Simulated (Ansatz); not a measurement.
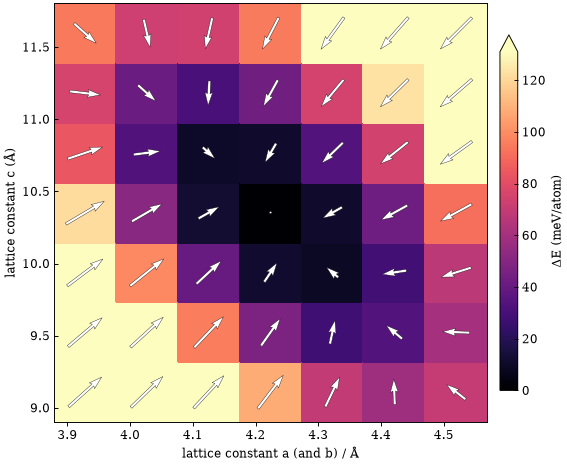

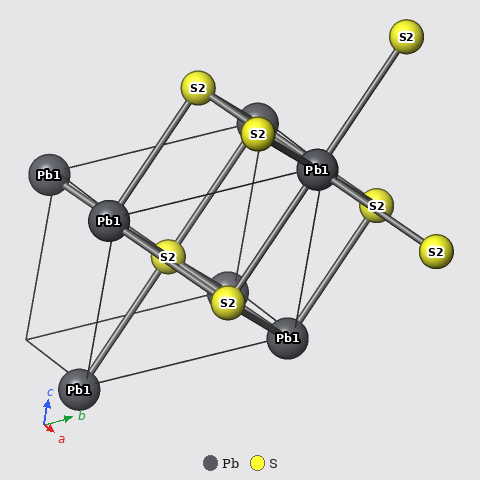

Energy landscape of PbS (R3m, No. 160; 2 atoms in the cell). 
- The energy is mapped over the lattice constants a and c of the conventional cell.
- The first coordinate is: lattice constant a (and b); the second: lattice constant c.
- Nothing is relaxed (fractional coordinates fixed).
- Grid: 7 × 7 points.
- Energies are in meV/atom, from the lowest grid point.
- The band gap closes in part of the range.
- Method: DFT r2SCAN, scalar-relativistic, plane waves, PAW in Ansatz. Settings: cutoff 500 eV, k-mesh 9×9×9, gaussian smearing 0.05 eV, no spin polarisation.

Drawn: one coloured cell a grid point, arrows along the force (downhill), their lengths compressed, one colour for all values above the top of the scale. The second picture is the structure at the lowest point

**Describe this landscape.**

The lowest grid point is at lattice constant a (and b) = 4.224 Å, lattice constant c = 10.35 Å. It is the only kind of minimum in the scanned range. The highest grid point, lattice constant a (and b) = 3.928 Å, lattice constant c = 9.11 Å, lies 438 meV/atom above the lowest. Round the minimum the valley is strongly tilted: raising lattice constant a (and b) shifts the best value of lattice constant c downwards (coupling k₁₂/√(k₁₁k₂₂) about 0.6).

The whole map (49 points run) took 12 min on 1 thread of Arm Neoverse V2 (shared host).
